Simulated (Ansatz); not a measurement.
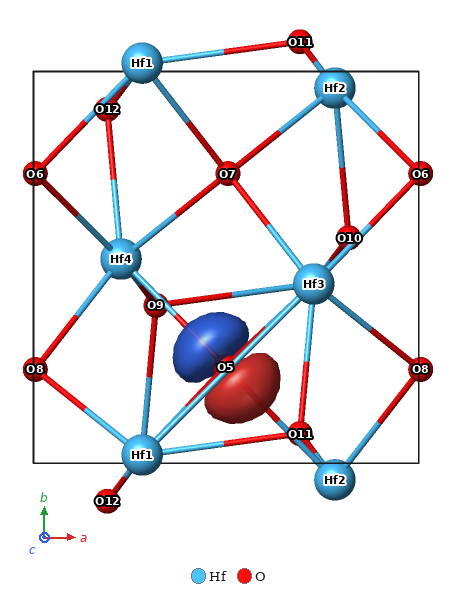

HfO2: one atom of the 12-atom cell (and its periodic copies) was moved a little. Density after less density before, blue at +0.2 and red at −0.2 e/Å³, seen along the c axis; cell a = 5.08 Å, b = 5.16 Å, c = 4.89 Å, α = 90.00°, β = 90.00°, γ = 90.00°. The lobes lie largely inside the PAW sphere, where the density is a smoothed one.

Space group P2_12_12; the calculation finds a residual pressure of about 10 GPa at this fixed cell. This isn't the usual form at ambient conditions. The cell comes from a database of computed structures, not from a measurement.

Theory: DFT PBE, scalar-relativistic, plane waves, PAW in Ansatz.

Find the displaced atom and its direction.

Answer. O5 moved towards the blue lobe, up and to the left in the picture. In the run the shift was 0.05 Å roughly along [−1 1 0] in the axes of the cell drawn.

What restoring force does the calculation give for this move?

Answer. The force on it changes by 0.86 eV/Å along the move, against it: a stiffness of about 17 eV/Å² for this sublattice shift.

Run times: 2.3 min (moved atom) and 2.1 min (base cell), on 2 threads of Intel(R) Xeon(R) Platinum 8259CL CPU @ 2.50GHz (Skylake/Cascade Lake), on a shared host.
